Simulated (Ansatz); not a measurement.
**MgO: density, localisation and related maps**

```xyz
2
Lattice="2.6597 0.0000 0.0000 0.0000 2.6597 0.0000 0.0000 0.0000 2.6597" Properties=species:S:1:pos:R:3 pbc="T T T"
Mg    0.0000    0.0000    0.0000
O     1.3298    1.3298    1.3298
```

Space group Pm-3m; a structure generated by program, which may or may not match a known phase.

These are results of DFT PBE, scalar-relativistic, plane waves, PAW in Ansatz 0.2.0, not measurements.

The density is the valence pseudo-density of a PAW calculation; it isn't the true density close to the nuclei.

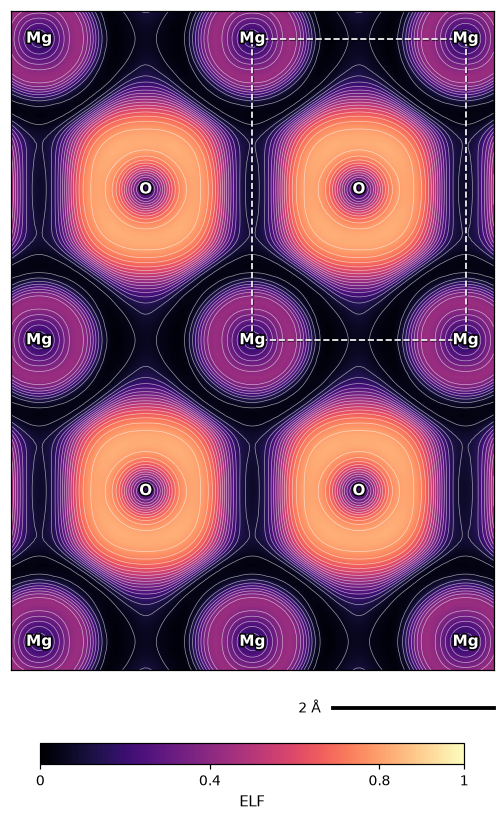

Figure 1. ELF on the (11̄0) plane of the conventional cell.

Question: Describe what can be read from this map.

Answer: Atoms in the plane: Mg and O. Mg–O (2.30 Å): the ELF peaks at about 0.85 in the valence shell of O, 0.6 Å from its nucleus, and is about 0.35 at the midpoint: an ionic contact with no shared pair.

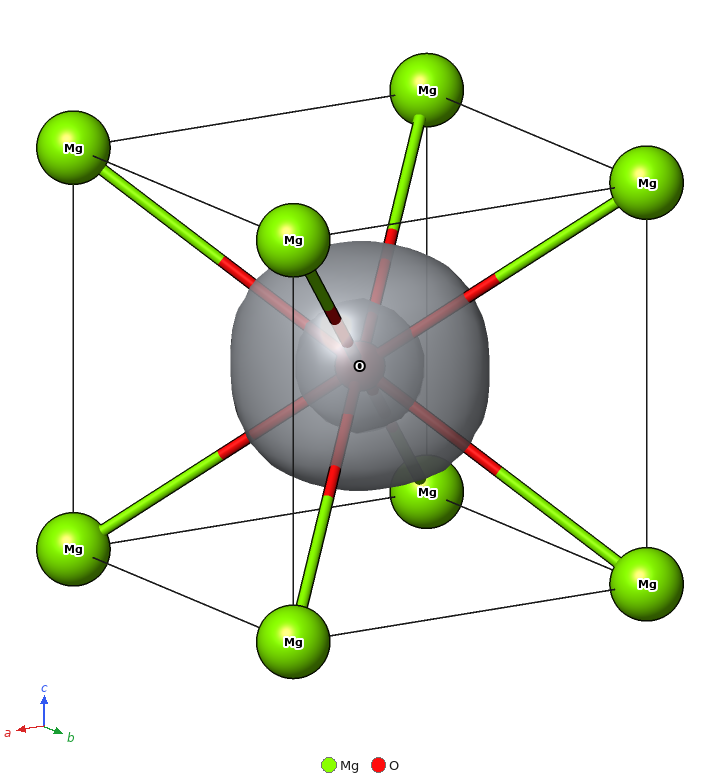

Figure 2. Isosurface of the ELF at 0.75 (grey), seen at an oblique angle. Only the valence region is drawn (cores and ρ < 0.01 e/Å³ removed). Sticks mark near contacts.

Question: Identify the bonds, lone pairs and shells in this picture.

Answer: At this value the surface marks out one region wrapped around O (its valence shell), counted in one cell of 2 atoms. Regions shared between cells count once.

Question: Does the calculation make it a metal, or give it a gap?

Answer: It is gapped, with a Kohn–Sham gap of 2.3 eV on the k-point mesh (the band edges may lie off the mesh, which would make the gap smaller).
